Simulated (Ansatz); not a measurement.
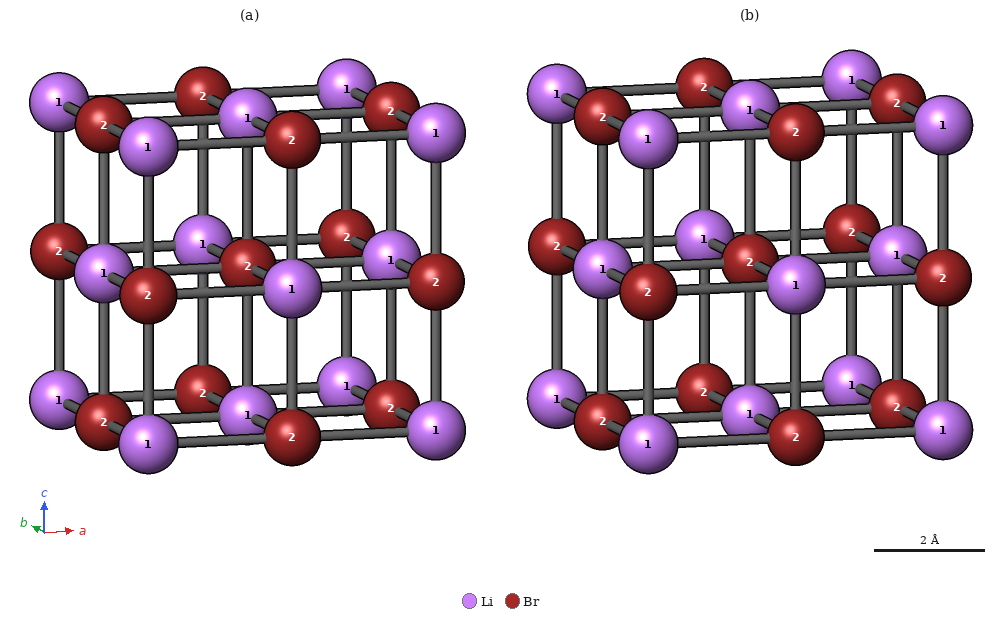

Left: a symmetric starting cell of LiBr. Right: the same structure after one change, at the same scale. Style: ball-and-stick. Shown: the conventional cell (4 times the calculation's cell), slightly off an axis. Lengths and directions refer to the drawn axes.

All numbers below come from DFT PBE, scalar-relativistic, plane waves, PAW in Ansatz 0.2.0. Settings: plane-wave cutoff 420 eV; k-point mesh 8 × 8 × 8; occupations gaussian; smearing width 0.02 eV; no spin polarisation.

> What was changed?

All lengths are scaled by +2.5 % (volume +7.7 %), the atoms keeping their fractional coordinates. No relaxation follows. The starting cell wasn't computed here and needn't be at equilibrium, so pressure and forces aren't due to the change alone.

> And its effect?

The pressure is −1.4 GPa (not all of it need come from the change, since the unchanged cell can be under pressure at this level too). All forces vanish by symmetry. Near-neighbour distances before and after: Br–Li 2.744 → 2.813 Å. The space group stays Fm-3m (No. 225).
